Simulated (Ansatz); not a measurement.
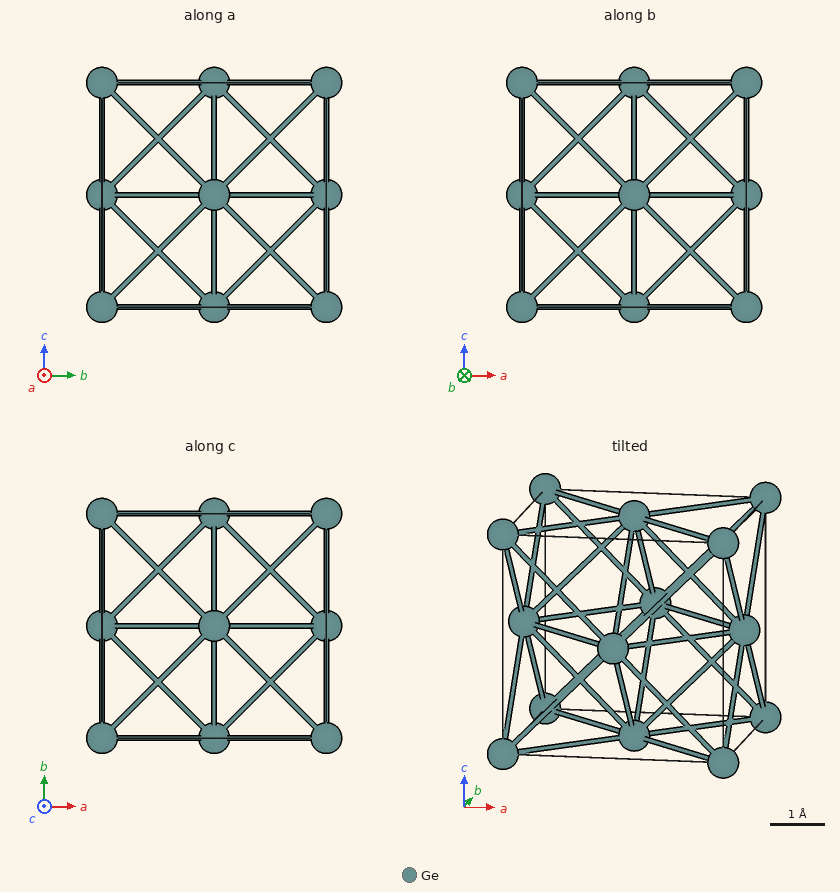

We look at a ball-and-stick model of the crystal along the a axis, along the b axis, along the c axis and slightly off an axis. The box is the conventional unit cell; atoms on or close to its faces, edges and corners are drawn wherever they repeat.

Lattice parameters: a = 4.1688 Å, b = 4.1688 Å, c = 4.1688 Å, α = 90.000°, β = 90.000°, γ = 90.000°.

Put the structure into a CIF in P1 with every atom of the cell.

Answer.
```cif
data_structure
_symmetry_space_group_name_H-M 'P 1'
_symmetry_Int_Tables_number 1
_cell_length_a 4.1688
_cell_length_b 4.1688
_cell_length_c 4.1688
_cell_angle_alpha 90.000
_cell_angle_beta 90.000
_cell_angle_gamma 90.000
_cell_volume 72.45
loop_
_atom_site_label
_atom_site_type_symbol
_atom_site_fract_x
_atom_site_fract_y
_atom_site_fract_z
_atom_site_occupancy
Ge1 Ge 0.0000 0.0000 0.0000 1
Ge2 Ge 0.0000 0.5000 0.5000 1
Ge3 Ge 0.5000 0.0000 0.5000 1
Ge4 Ge 0.5000 0.5000 0.0000 1
```

The cell started as a structure type filled with this element by a generator (whether the element takes this form wasn't checked). Earlier steps of the study may have refined or changed the cell and positions. Ansatz was used for an electronic-structure calculation on it.
